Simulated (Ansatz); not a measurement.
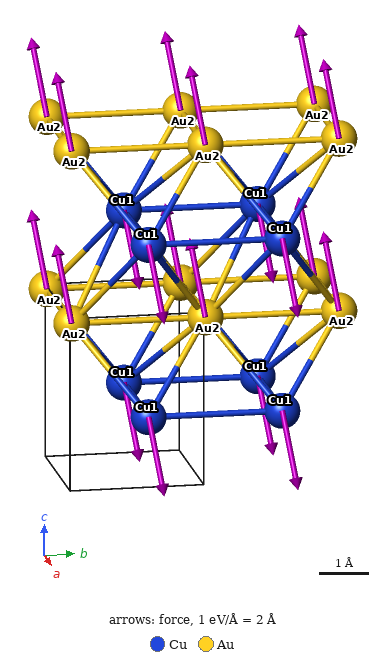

Starting geometry of solid CuAu (set up in P1) with the computed forces as purple arrows. A ball-and-stick model of the cell of the calculation, repeated 2 × 2 × 2 with one cell outlined, seen slightly off an axis.

Case: atoms shaken by about 0.1 Å, then relaxed with the cell, LAPW in place of PAW files.

Theory: Ansatz 0.2.0, DFT, PBEsol, all-electron LAPW, scalar-relativistic. Settings: plane-wave cutoff 330.9 eV; k-point mesh 8 × 8 × 6; occupations fermi dirac; smearing width 0.05 eV; no spin polarisation; potentials kind: all_electron, lapw: { basis_error: 0.001; cell and atoms relaxed; force threshold 0.01 eV/Å; at most 80 steps.

> Is this structure relaxed? If not, where do the atoms go?

It isn't relaxed: the largest force vector, on Au atoms, is 0.85 eV/Å. The atoms end up moving mostly along the starting forces (cosine between the two patterns 0.94). The energy falls by 39.1 meV per atom in 10 accepted moves (11 points after the start). Largest force component: 0.76 eV/Å at the start, under 0.0001 eV/Å at the end. The pressure goes from −1.80 to 0.00 GPa. At 1 point the geometry stayed and the basis and grid were re-selected for the new cell (energy shift of 0.1 meV per atom at most each time). The largest moves relative to the cell, 0.075 Å, are those of Cu1 and Au2. Cu1 goes along [3 1 −3]. By element the largest moves are Cu 0.075 Å, Au 0.075 Å. The drawn cell changes as follows: a = b 2.811 → 2.902 Å (+3.2 %), c 3.685 → 3.372 Å (−8.5 %); the volume changes by −2.5 %. Among the contacts that change: Cu1–Au2 2.854 → 2.656 Å, Cu1–Au2 (another image) 2.827 → 2.656 Å, Cu1–Au2 (another image) 2.754 → 2.656 Å, Cu1–Cu1 2.811 → 2.902 Å. The space group (tolerance 0.01 Å) goes from P1 (No. 1) to P4/mmm (No. 123). The run took 32 min on 1 thread of Arm Neoverse N1, on a shared host, peak memory 0.84 GiB.
